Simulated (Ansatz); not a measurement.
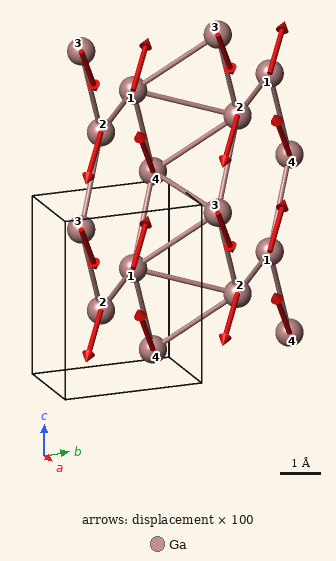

This is a relaxation of crystalline Ga (built on the alpha type) (coarse preliminary run). The starting structure is drawn; red arrows show the displacements (the part carried along by the change of the cell is left out), magnified 100 times.

Style: ball-and-stick. Shown: the cell of the calculation, repeated 1 × 2 × 2 with one cell outlined, slightly off an axis.

Method: DFT PBE, scalar-relativistic, plane waves, PAW (Ansatz). (plane-wave cutoff 600 eV; k-point mesh 6 × 6 × 4; occupations gaussian; smearing width 0.05 eV; no spin polarisation; cell and atoms relaxed; force threshold 0.03 eV/Å; at most 60 steps)

> What did the optimiser do to the structure, and how much energy did it gain?

The largest moves relative to the cell, 0.016 Å, are those of Ga1, Ga2, Ga3 and Ga4. Ga1 goes along [−1 1 2]. Cell: a = b 4.448 → 4.487 Å (+0.9 %), c 4.524 → 4.598 Å (+1.6 %), γ 118.9° → 118.6°. Volume +3.6 %. Near-neighbour distances that change, for instance: Ga1–Ga2 2.484 → 2.532 Å, Ga1–Ga2 (another image) 2.788 → 2.814 Å, Ga1–Ga4 2.691 → 2.716 Å, Ga1–Ga3 2.730 → 2.754 Å. The space group stays Cmce (No. 64). Over 2 accepted moves (3 points after the start) the energy falls by 5.0 meV per atom. The largest force component goes from 0.13 to 0.005 eV/Å. Pressure: 1.96 GPa at the start and −0.01 GPa at the end. At 1 point the geometry stayed and the basis and grid were re-selected for the new cell (energy shift of less than 0.05 meV per atom at most each time). The run took roughly 70 core-seconds on a shared host.
